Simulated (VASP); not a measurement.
## BN (Qingsongite): convergence with the smearing and k-mesh

A convergence test on BN (Qingsongite): the smearing and k-mesh. The series runs use PBE. The smearing tried: ISMEAR = 0, SIGMA = 0.01; ISMEAR = 0, SIGMA = 0.05; ISMEAR = 0, SIGMA = 0.1; ISMEAR = 0, SIGMA = 0.2; ISMEAR = 0, SIGMA = 0.5; ISMEAR = 1, SIGMA = 0.01; ISMEAR = 1, SIGMA = 0.05; ISMEAR = 1, SIGMA = 0.1; ISMEAR = 1, SIGMA = 0.2; ISMEAR = 1, SIGMA = 0.5; ISMEAR = -5. The k-mesh tried: 3 3 3; 4 4 4; 6 6 6; 7 7 7; 9 9 9; 13 13 13; 16 16 16; 19 19 19. The start is a cell from a database of measured crystal structures.

Program: VASP 6.6.1. Level of theory: PBE; plane waves and PAW (B, N). Results are calculated unless marked as measured.

### 1. Set-up

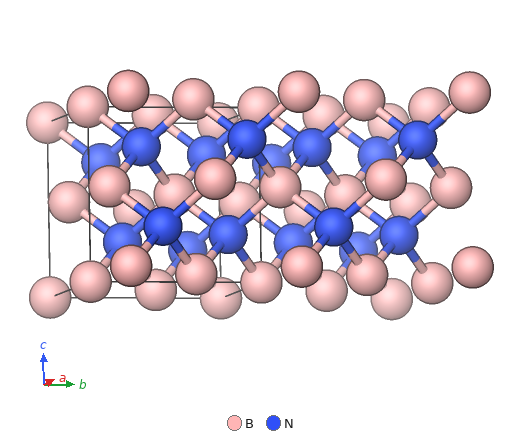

The starting structure, seen slightly off an axis (boron pink, nitrogen blue). 2×2×1 cells are drawn. This picture shows the conventional cell, with its axes. Bonds to atoms that aren't drawn are left out. Some periodic images of atoms are drawn too.

### 2. Smearing: ISMEAR = 0, SIGMA = 0.01

With a gap, smearing should do nothing until its tail reaches across the gap. PBE, the usual starting point, adds the gradient of the density.

Contents of INCAR:

```
SYSTEM = BN
PREC = Accurate
ENCUT = 520
EDIFF = 1E-06
NELM = 100
ISMEAR = 0
SIGMA = 0.01
LREAL = .FALSE.
ALGO = Normal
GGA = PE
NBANDS = 10
LORBIT = 11
LWAVE = .FALSE.
LCHARG = .FALSE.
KPAR = 2
ISIF = 2
```

Contents of POSCAR:

```
BN
1.0
    0.0000000000      1.8075000000      1.8075000000
    1.8075000000      0.0000000000      1.8075000000
    1.8075000000      1.8075000000      0.0000000000
B N
1 1
Direct
    0.0000000000      0.0000000000      0.0000000000
    0.2500000000      0.2500000000      0.2500000000
```

Contents of KPOINTS:

```
Automatic mesh
0
Gamma
11 11 11
0 0 0
```

The projector-augmented-wave data sets are B and N (PBE family, release 64).

The run is started by

```sh
$ mpirun -np 2 vasp_std
```

The log of the run:

```text
[banner, memory and clock lines left out]
running    2 mpi-ranks, on    1 nodes
 distrk:  each k-point on    1 cores,    2 groups
 distr:  one band on    1 cores,    1 groups

 POSCAR found type information on POSCAR B N
 POSCAR found :  2 types and       2 ions
 LDA part: xc-table for (Slater+PW92), standard interpolation
 POSCAR, INCAR and KPOINTS ok, starting setup
 FFT: planning ... GRIDC
 FFT: planning ... GRID_SOFT
 FFT: planning ... GRID
 WAVECAR not read
 entering main loop
       N       E                     dE             d eps       ncg     rms          rms(c)
DAV:   1     0.958242141481E+01    0.95824E+01   -0.51698E+03  1144   0.804E+02
DAV:   2    -0.179365804395E+02   -0.27519E+02   -0.26753E+02  1434   0.170E+02
DAV:   3    -0.184142794362E+02   -0.47770E+00   -0.47691E+00  1312   0.197E+01
DAV:   4    -0.184149081831E+02   -0.62875E-03   -0.62873E-03  1200   0.797E-01
DAV:   5    -0.184149088360E+02   -0.65286E-06   -0.65286E-06  1280   0.255E-02    0.670E+00
DAV:   6    -0.175361912977E+02    0.87872E+00   -0.30315E+00  1178   0.109E+01    0.327E+00
DAV:   7    -0.174638945918E+02    0.72297E-01   -0.10265E-01  1222   0.282E+00    0.192E+00
DAV:   8    -0.174495238180E+02    0.14371E-01   -0.37432E-02  1258   0.150E+00    0.193E-01
DAV:   9    -0.174497131707E+02   -0.18935E-03   -0.90813E-04  1186   0.270E-01    0.808E-02
DAV:  10    -0.174497944314E+02   -0.81261E-04   -0.11915E-04  1228   0.998E-02    0.148E-02
DAV:  11    -0.174497995990E+02   -0.51676E-05   -0.10097E-05  1326   0.271E-02    0.104E-02
DAV:  12    -0.174497995602E+02    0.38798E-07   -0.18548E-06   708   0.992E-03
   1 F= -.17449800E+02 E0= -.17449800E+02  d E =-.892966E-44
```

Elapsed: 3.8 s, on 2 MPI ranks of AMD EPYC 7R43, shared host; peak memory 0.18 GiB.

The logs omit lines about the potential files and the build; timing stands in the text.

From OUTCAR (step 2):

```text
ion  position               nearest neighbor table
   1  0.000  0.000  0.000-   2 1.57   2 1.57   2 1.57   2 1.57
   2  0.250  0.250  0.250-   1 1.57   1 1.57   1 1.57   1 1.57

  LATTYP: Found a face centered cubic cell.
 ALAT       =     3.6150000000

 Subroutine GETGRP returns: Found 24 space group operations
 (whereof 24 operations were pure point group operations)

The static configuration has the point symmetry T_d .

 Found     56 irreducible k-points:

   k-points           NKPTS =     56   k-points in BZ     NKDIM =     56   number of bands    NBANDS=     10

   dimension x,y,z NGX =    20 NGY =   20 NGZ =   20
   dimension x,y,z NGXF=    40 NGYF=   40 NGZF=   40

   ENCUT  =  520.0 eV  38.22 Ry    6.18 a.u.   4.75  4.75  4.75*2*pi/ulx,y,z

   NELECT =       8.0000    total number of electrons

 k-points in reciprocal lattice and weights: Automatic mesh
   0.00000000  0.00000000  0.00000000       0.001
   0.09090909  0.00000000  0.00000000       0.006
   0.18181818  0.00000000  0.00000000       0.006
   0.27272727  0.00000000  0.00000000       0.006
   0.36363636  0.00000000  0.00000000       0.006
   0.45454545  0.00000000  0.00000000       0.006
   0.09090909  0.09090909  0.00000000       0.005
   0.18181818  0.09090909  0.00000000       0.018
   0.27272727  0.09090909  0.00000000       0.018
[...]
-0.36363636  0.45454545  0.18181818       0.018
  -0.27272727  0.45454545  0.18181818       0.018

 average (electrostatic) potential at core
       1 -24.4738       2 -60.3942

 E-fermi :   7.4979

 k-point     1 :       0.0000    0.0000    0.0000
  band No.  band energies     occupation
      1     -12.8278      2.00000
      2       7.4029      2.00000
      3       7.4029      2.00000
      4       7.4029      2.00000
      5      16.2228      0.00000
      6      16.2228      0.00000
      7      16.2228      0.00000
      8      17.7523      0.00000
      9      32.1552      0.00000
    ...

 k-point     2 :       0.0909    0.0000    0.0000
  band No.  band energies     occupation
      1     -12.6267      2.00000
      2       6.3333      2.00000
      3       7.1901      2.00000
      4       7.1901      2.00000
      5      16.4618      0.00000
      6      16.5452      0.00000
      7      16.5452      0.00000
      8      18.4156      0.00000
      9      31.9128      0.00000
    ...

 k-point     3 :       0.1818    0.0000    0.0000
  band No.  band energies     occupation
      1     -12.0326      2.00000
      2       3.9532      2.00000
      3       6.6901      2.00000
      4       6.6901      2.00000
      5      16.8038      0.00000
      6      17.2581      0.00000
      7      17.2581      0.00000
      8      19.9008      0.00000
      9      31.2414      0.00000
    ...

  Total        0.2430009      0.2430009      0.2430009      0.0000000      0.0000000      0.0000000
  in kB       32.9650326     32.9650326     32.9650326      0.0000000      0.0000000      0.0000000
  external PRESSURE =      32.9650326 kB  Pullay stress =       0.0000000 kB

  energy-cutoff  :      520.00
  volume of cell :       11.81
      direct lattice vectors                 reciprocal lattice vectors
     0.000000000  1.807500000  1.807500000    -0.276625173  0.276625173  0.276625173
     1.807500000  0.000000000  1.807500000     0.276625173 -0.276625173  0.276625173
     1.807500000  1.807500000  0.000000000     0.276625173  0.276625173 -0.276625173

 POSITION                                       TOTAL-FORCE (eV/Angst)
 -----------------------------------------------------------------------------------
      0.00000      0.00000      0.00000         0.000000      0.000000      0.000000
      0.90375      0.90375      0.90375        -0.000000     -0.000000     -0.000000
 -----------------------------------------------------------------------------------
    total drift:                                0.000000      0.000000      0.000000

  FREE ENERGIE OF THE ION-ELECTRON SYSTEM (eV)
  ---------------------------------------------------
  free  energy   TOTEN  =       -17.4497995602 eV

  energy  without entropy=      -17.4497995602  energy(sigma->0) =      -17.44979956

 total charge
# of ion       s       p       d       tot
------------------------------------------
    1        0.678   1.360   0.000   2.038
    2        1.213   2.763   0.000   3.977
--------------------------------------------------
tot          1.891   4.123   0.000   6.014

[... 3 further parts left out ...]
```

The gap is read on the k-mesh alone, so it is an upper bound where the band edges lie off the mesh.

Numbers from this step:

```yaml
electronic_steps: 12
electrons: 8
bands: 10
irreducible_k_points: 56
symmetry_operations: 24
free_energy_toten: -17.45 eV
fermi_energy: 7.498 eV
pressure: 3.297 GPa
metallic: no
valence_top_at_k: 0, 0, 0
conduction_bottom_at_k: 0.4545, 0.4545, 0
least_direct_gap_at_k: 0, 0, 0
gap_on_the_k_mesh: 4.563 eV
least_direct_gap_on_the_k_mesh: 8.820 eV
```

The series starts at -8.7249 eV an atom and 3.30 GPa, after 12 cycles in 3.8 s. The entropy term T·S comes to 0.00 meV an atom in size.

### 3. Smearing: ISMEAR = 0, SIGMA = 0.05

INCAR, as its differences from that of step 2:

```diff
@@ -6,3 +6,3 @@
 ISMEAR = 0
-SIGMA = 0.01
+SIGMA = 0.05
 LREAL = .FALSE.
```

POSCAR is that of step 2.

KPOINTS is that of step 2.

The run is started by

```sh
$ mpirun -np 2 vasp_std
```

The log of the run:

```text
[... set-up lines as in an earlier step ...]
 entering main loop
       N       E                     dE             d eps       ncg     rms          rms(c)
DAV:   1     0.958201652831E+01    0.95820E+01   -0.51698E+03  1144   0.804E+02
DAV:   2    -0.179365804398E+02   -0.27519E+02   -0.26753E+02  1434   0.170E+02
[... 2 cycles as in an earlier step ...]
DAV:   5    -0.184149088362E+02   -0.65303E-06   -0.65286E-06  1280   0.255E-02    0.670E+00
DAV:   6    -0.175361912978E+02    0.87872E+00   -0.30315E+00  1178   0.109E+01    0.327E+00
[... 5 cycles as in an earlier step ...]
DAV:  12    -0.174497995602E+02    0.38780E-07   -0.18548E-06   708   0.992E-03
   1 F= -.17449800E+02 E0= -.17449800E+02  d E =-.116102E-15
```

Wall time 4.2 s (2 MPI ranks); peak memory 0.18 GiB.

From OUTCAR (step 3):

```text
  Total        0.2430009      0.2430009      0.2430009      0.0000000      0.0000000      0.0000000
  in kB       32.9650328     32.9650328     32.9650328      0.0000000      0.0000000      0.0000000
  external PRESSURE =      32.9650328 kB  Pullay stress =       0.0000000 kB

 POSITION                                       TOTAL-FORCE (eV/Angst)
 -----------------------------------------------------------------------------------
      0.00000      0.00000      0.00000        -0.000000     -0.000000     -0.000000
      0.90375      0.90375      0.90375         0.000000      0.000000      0.000000
 -----------------------------------------------------------------------------------
    total drift:                                0.000000      0.000000      0.000000

[... 4 parts as in an earlier step ...]

[... 1 further part left out ...]
[key lines of the parts left out:]
E-fermi :   7.6628
```

Against the run before the energy at zero width stays within 0.01 meV an atom and the pressure within 0.01 GPa, after 12 cycles in 4.2 s. The entropy term T·S comes to 0.00 meV an atom in size.

### 4. Smearing: ISMEAR = 0, SIGMA = 0.1

INCAR, as its differences from that of step 3:

```diff
@@ -6,3 +6,3 @@
 ISMEAR = 0
-SIGMA = 0.05
+SIGMA = 0.1
 LREAL = .FALSE.
```

POSCAR is that of step 3.

KPOINTS is that of step 3.

The run is started by

```sh
$ mpirun -np 2 vasp_std
```

The log of the run:

```text
[... set-up lines as in an earlier step ...]
 entering main loop
       N       E                     dE             d eps       ncg     rms          rms(c)
DAV:   1     0.958148096119E+01    0.95815E+01   -0.51698E+03  1144   0.804E+02
DAV:   2    -0.179365804399E+02   -0.27518E+02   -0.26753E+02  1434   0.170E+02
[... 2 cycles as in an earlier step ...]
DAV:   5    -0.184149088359E+02   -0.65285E-06   -0.65286E-06  1280   0.255E-02    0.670E+00
[... 6 cycles as in an earlier step ...]
DAV:  12    -0.174497995602E+02    0.38821E-07   -0.18548E-06   708   0.992E-03
   1 F= -.17449800E+02 E0= -.17449800E+02  d E =-.114207E-11
```

Wall time 3.8 s (2 MPI ranks); peak memory 0.18 GiB.

OUTCAR, selected parts (step 4):

```text
  Total        0.2430009      0.2430009      0.2430009     -0.0000000      0.0000000     -0.0000000
  in kB       32.9650326     32.9650326     32.9650326     -0.0000000      0.0000000     -0.0000000
  external PRESSURE =      32.9650326 kB  Pullay stress =       0.0000000 kB

[... 5 parts as in an earlier step ...]

[... 1 further part left out ...]
[key lines of the parts left out:]
E-fermi :   7.8333
```

Against the run before the energy at zero width stays within 0.01 meV an atom and the pressure within 0.01 GPa, after 12 cycles in 3.8 s. The entropy term T·S comes to 0.00 meV an atom in size.

### 5. Smearing: ISMEAR = 0, SIGMA = 0.2

INCAR, as its differences from that of step 4:

```diff
@@ -6,3 +6,3 @@
 ISMEAR = 0
-SIGMA = 0.1
+SIGMA = 0.2
 LREAL = .FALSE.
```

POSCAR is that of step 4.

KPOINTS is that of step 4.

The run is started by

```sh
$ mpirun -np 2 vasp_std
```

The log of the run:

```text
[... set-up lines as in an earlier step ...]
 entering main loop
       N       E                     dE             d eps       ncg     rms          rms(c)
DAV:   1     0.958019601049E+01    0.95802E+01   -0.51698E+03  1144   0.804E+02
DAV:   2    -0.179365804399E+02   -0.27517E+02   -0.26751E+02  1434   0.170E+02
DAV:   3    -0.184142794363E+02   -0.47770E+00   -0.47691E+00  1312   0.197E+01
[... 1 cycle as in an earlier step ...]
DAV:   5    -0.184149088360E+02   -0.65285E-06   -0.65286E-06  1280   0.255E-02    0.670E+00
[... 2 cycles as in an earlier step ...]
DAV:   8    -0.174495238186E+02    0.14371E-01   -0.37432E-02  1258   0.150E+00    0.193E-01
DAV:   9    -0.174497131715E+02   -0.18935E-03   -0.90813E-04  1186   0.270E-01    0.808E-02
DAV:  10    -0.174497944320E+02   -0.81261E-04   -0.11915E-04  1228   0.998E-02    0.148E-02
DAV:  11    -0.174497995996E+02   -0.51676E-05   -0.10097E-05  1326   0.271E-02    0.104E-02
DAV:  12    -0.174497995609E+02    0.38752E-07   -0.18548E-06   708   0.992E-03
   1 F= -.17449800E+02 E0= -.17449800E+02  d E =-.638838E-10
```

Elapsed: 4 s, on 2 MPI ranks; peak memory 0.17 GiB.

OUTCAR, selected parts (step 5):

```text
  Total        0.2430009      0.2430009      0.2430009     -0.0000000      0.0000000      0.0000000
  in kB       32.9650325     32.9650325     32.9650325     -0.0000000      0.0000000      0.0000000
  external PRESSURE =      32.9650325 kB  Pullay stress =       0.0000000 kB

  FREE ENERGIE OF THE ION-ELECTRON SYSTEM (eV)
  ---------------------------------------------------
  free  energy   TOTEN  =       -17.4497995609 eV

  energy  without entropy=      -17.4497995608  energy(sigma->0) =      -17.44979956

[... 3 parts as in an earlier step ...]

[... 1 further part left out ...]
[key lines of the parts left out:]
E-fermi :   8.1826
```

Against the run before the energy at zero width stays within 0.01 meV an atom and the pressure within 0.01 GPa, after 12 cycles in 4 s. The entropy term T·S comes to 0.00 meV an atom in size.

### 6. Smearing: ISMEAR = 0, SIGMA = 0.5

INCAR, as its differences from that of step 5:

```diff
@@ -6,3 +6,3 @@
 ISMEAR = 0
-SIGMA = 0.2
+SIGMA = 0.5
 LREAL = .FALSE.
```

POSCAR is that of step 5.

KPOINTS is that of step 5.

The run is started by

```sh
$ mpirun -np 2 vasp_std
```

The log of the run:

```text
[... set-up lines as in an earlier step ...]
 entering main loop
       N       E                     dE             d eps       ncg     rms          rms(c)
DAV:   1     0.957518088332E+01    0.95752E+01   -0.51698E+03  1144   0.804E+02
DAV:   2    -0.179365804396E+02   -0.27512E+02   -0.26742E+02  1434   0.170E+02
DAV:   3    -0.184142794366E+02   -0.47770E+00   -0.47691E+00  1312   0.197E+01
DAV:   4    -0.184149081832E+02   -0.62875E-03   -0.62873E-03  1200   0.797E-01
DAV:   5    -0.184149088361E+02   -0.65287E-06   -0.65286E-06  1280   0.255E-02    0.670E+00
[... 1 cycle as in an earlier step ...]
DAV:   7    -0.174638945919E+02    0.72297E-01   -0.10265E-01  1222   0.282E+00    0.192E+00
DAV:   8    -0.174495238183E+02    0.14371E-01   -0.37432E-02  1258   0.150E+00    0.193E-01
DAV:   9    -0.174497131710E+02   -0.18935E-03   -0.90813E-04  1186   0.270E-01    0.808E-02
DAV:  10    -0.174497944317E+02   -0.81261E-04   -0.11915E-04  1228   0.998E-02    0.148E-02
DAV:  11    -0.174497995993E+02   -0.51677E-05   -0.10097E-05  1326   0.271E-02    0.104E-02
DAV:  12    -0.174497995604E+02    0.38874E-07   -0.18548E-06   708   0.992E-03
   1 F= -.17449800E+02 E0= -.17449800E+02  d E =-.556929E-10
```

Wall time 4.4 s (2 MPI ranks); peak memory 0.17 GiB.

Parts of OUTCAR (step 6):

```text
  Total        0.2430009      0.2430009      0.2430009      0.0000000      0.0000000     -0.0000000
  in kB       32.9650327     32.9650327     32.9650327      0.0000000      0.0000000     -0.0000000
  external PRESSURE =      32.9650327 kB  Pullay stress =       0.0000000 kB

  FREE ENERGIE OF THE ION-ELECTRON SYSTEM (eV)
  ---------------------------------------------------
  free  energy   TOTEN  =       -17.4497995604 eV

  energy  without entropy=      -17.4497995604  energy(sigma->0) =      -17.44979956

[... 3 parts as in an earlier step ...]

[... 1 further part left out ...]
[key lines of the parts left out:]
E-fermi :   9.4319
```

Against the run before the energy at zero width stays within 0.01 meV an atom and the pressure within 0.01 GPa, after 12 cycles in 4.4 s. The entropy term T·S comes to 0.00 meV an atom in size.

### 7. Smearing: ISMEAR = 1, SIGMA = 0.01

INCAR, as its differences from that of step 6:

```diff
@@ -5,4 +5,4 @@
 NELM = 100
-ISMEAR = 0
-SIGMA = 0.5
+ISMEAR = 1
+SIGMA = 0.01
 LREAL = .FALSE.
```

POSCAR is that of step 6.

KPOINTS is that of step 6.

The run is started by

```sh
$ mpirun -np 2 vasp_std
```

The log of the run:

```text
[... set-up lines as in an earlier step ...]
 entering main loop
       N       E                     dE             d eps       ncg     rms          rms(c)
DAV:   1     0.958247209414E+01    0.95825E+01   -0.51698E+03  1144   0.804E+02
[... 2 cycles as in an earlier step ...]
DAV:   4    -0.184149068758E+02   -0.62744E-03   -0.62873E-03  1200   0.797E-01
DAV:   5    -0.184149088357E+02   -0.19598E-05   -0.65286E-06  1280   0.255E-02    0.670E+00
[... 6 cycles as in an earlier step ...]
DAV:  12    -0.174497995602E+02    0.38845E-07   -0.18548E-06   708   0.992E-03
   1 F= -.17449800E+02 E0= -.17449800E+02  d E =0.800583E-42
```

It took 5 s on 2 MPI ranks; peak memory 0.18 GiB; 8.6 s of CPU time.

From OUTCAR (step 7):

```text
  Total        0.2430009      0.2430009      0.2430009     -0.0000000     -0.0000000      0.0000000
  in kB       32.9650327     32.9650327     32.9650327     -0.0000000     -0.0000000      0.0000000
  external PRESSURE =      32.9650327 kB  Pullay stress =       0.0000000 kB

[... 5 parts as in an earlier step ...]

[... 1 further part left out ...]
[key lines of the parts left out:]
E-fermi :   7.4979
```

Methfessel-Paxton smearing is not meant for a cell with a gap.

Against the first of the series the energy at zero width stays within 0.01 meV an atom and the pressure within 0.01 GPa, after 12 cycles in 5 s. The entropy term T·S comes to 0.00 meV an atom in size.

### 8. Smearing: ISMEAR = 1, SIGMA = 0.05

INCAR, as its differences from that of step 7:

```diff
@@ -6,3 +6,3 @@
 ISMEAR = 1
-SIGMA = 0.01
+SIGMA = 0.05
 LREAL = .FALSE.
```

POSCAR is that of step 7.

KPOINTS is that of step 7.

The run is started by

```sh
$ mpirun -np 2 vasp_std
```

The log of the run:

```text
[... set-up lines as in an earlier step ...]
 entering main loop
       N       E                     dE             d eps       ncg     rms          rms(c)
DAV:   1     0.958227112502E+01    0.95823E+01   -0.51698E+03  1144   0.804E+02
DAV:   2    -0.179365782610E+02   -0.27519E+02   -0.26753E+02  1434   0.170E+02
DAV:   3    -0.184142729053E+02   -0.47769E+00   -0.47691E+00  1312   0.197E+01
DAV:   4    -0.184149016487E+02   -0.62874E-03   -0.62873E-03  1200   0.797E-01
[...]
DAV:  10    -0.174497878976E+02   -0.81261E-04   -0.11915E-04  1228   0.998E-02    0.148E-02
DAV:  11    -0.174497930646E+02   -0.51670E-05   -0.10097E-05  1326   0.271E-02    0.104E-02
DAV:  12    -0.174497930255E+02    0.39072E-07   -0.18548E-06   708   0.992E-03
   1 F= -.17449793E+02 E0= -.17449795E+02  d E =0.653408E-05
```

Elapsed: 3.8 s, on 2 MPI ranks; peak memory 0.18 GiB; 6.4 s of CPU time.

Parts of OUTCAR (step 8):

```text
  Total        0.2430009      0.2430009      0.2430009      0.0000000      0.0000000      0.0000000
  in kB       32.9650329     32.9650329     32.9650329      0.0000000      0.0000000      0.0000000
  external PRESSURE =      32.9650329 kB  Pullay stress =       0.0000000 kB

  FREE ENERGIE OF THE ION-ELECTRON SYSTEM (eV)
  ---------------------------------------------------
  free  energy   TOTEN  =       -17.4497930255 eV

  energy  without entropy=      -17.4497995596  energy(sigma->0) =      -17.44979520

[... 3 parts as in an earlier step ...]

[... 1 further part left out ...]
[key lines of the parts left out:]
E-fermi :   7.4450
```

Against the run before the energy at zero width stays within 0.01 meV an atom and the pressure within 0.01 GPa, after 12 cycles in 3.8 s. The entropy term T·S comes to 0.00 meV an atom in size.

[end of part 1 of 3]

[Lines on the potential files, build, host, timing and source positions are cut from VASP's logs without a mark.]

[Logs are printed without paths, hosts, clocks, repeated set-up lines and the standing remarks that a program may print on its own settings, such as how far it seeks lower states.]

[Hosts, paths, dates, database ids (printed as entryN), source tags and the programs' standing remarks are cut or masked in the printed files.]

[A measured line is paired with the nearest computed mode of its activity, which favours agreement.]
